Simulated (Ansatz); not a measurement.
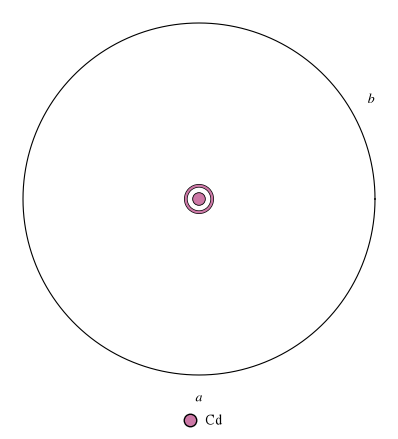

For Cd, the input geometry of an electronic-structure calculation (not necessarily at equilibrium); the starting structure was generated, so it need not be a known form of this composition: directions from one cadmium atom at (0, 0, 0) to its bonded neighbours, in stereographic projection down c (filled: above the plane of the page or in it, open: below). Symmetry computed with spglib at a tolerance of 0.002 Å; standard conventional cell.

Neighbours are counted up to 3.27 Å for Cd.

```
Cd
1.0
     5.05044    0.00000    0.00000
    -2.52522    4.37381    0.00000
     0.00000    0.00000    3.03833
Cd
3
Direct
  0.00000 0.00000 0.00000
  0.33333 0.66667 0.50000
  0.66667 0.33333 0.50000
```

### How many neighbours are there, and at what angles?

2: 2 Cd at 3.04 Å. Angles between bonds: 180° (1×).

### What is the site's symmetry in the crystal?

Point group 6/mmm (D6h), order 24: one sixfold axis, six twofold axes, seven mirror planes, an inversion centre. In P6/mmm (No. 191) this is Wyckoff position 1a.
